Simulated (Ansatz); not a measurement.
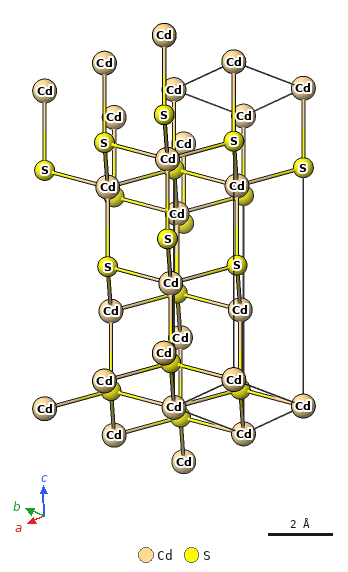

Starting structure of a crystal of CdS (set up in R3m). Style: ball-and-stick. Shown: the conventional cell (3 times the calculation's cell), repeated 2 × 2 × 1 with one cell outlined, from a free direction. Lengths and directions refer to the drawn axes.

Case: film's bulk on the substrate's plane, third vector and atoms relaxed.

These are results of DFT PBEsol, scalar-relativistic, plane waves, PAW (Ansatz 0.2.0), not measurements.

Input file:
```yaml
crystal:
  lattice:
    - [4.0583734772, 0.0, 0.0]
    - [-2.0291867386, 3.5146545293, 0.0]
    - [0.0, 2.3431030195, 3.4223004192]
  atoms:
    - { symbol: Cd, position: [0.0, 0.0, 0.0] }
    - { symbol: S, position: [0.75, 0.5, 0.75] }
basis:
  ecutwfc: 420
kpoints:
  mp_grid: { grid: [9, 9, 8] }
hamiltonian:
  xc: pbesol
scf:
  occupations: { method: gaussian, width: 0.02 }
output:
  forces: true
  stress: true
  eigenvalues: true
relax:
  adjacent_minimum: "off"
  f_tol: 0.01
  max_steps: 50
  cell: { fix: [a, b, gamma], stress_tol: 0.1 }
```

Launched with:
```bash
ansatz run input.yaml --threads 4 --pin off --max-ram 10240MiB --backend cpu --events-out ev --progress --plain --runs-dir out
```

Question: Where does the relaxation end?

Answer: The energy falls by 3.1 meV per atom in 2 accepted moves (3 points after the start). The largest force component goes from 0.23 to 0.0095 eV/Å. Pressure: 0.85 GPa at the start and 1.01 GPa at the end. The SCF was repeated once at an unchanged geometry on a basis and grid sized afresh for the cell, which shifted the energy by less than 0.05 meV per atom at most. The largest moves relative to the cell, 0.022 Å, are those of Cd1 and S2. Cd1 goes along −c. By element the largest moves are Cd 0.022 Å, S 0.022 Å. The drawn cell changes as follows: a = b unchanged at 4.058 Å, c 10.267 → 10.219 Å (−0.5 %); the volume changes by −0.5 %. Some distances before and after: Cd1–S2 2.567 → 2.511 Å, Cd1–S2 (another image) 2.494 → 2.508 Å. The space group stays R3m (No. 160).

History of the run:

```
step  E − E(0), meV/atom  largest force component, eV/Å  pressure, GPa  volume, Å³/atom                      note
   0                0.00                         0.2307           0.85           24.407                          
   1               -2.66                         0.0923           1.13           24.267                          
   2               -3.09                         0.0095           1.01           24.294                          
   3               -3.08                         0.0095           1.01           24.294  same geometry, new basis
```
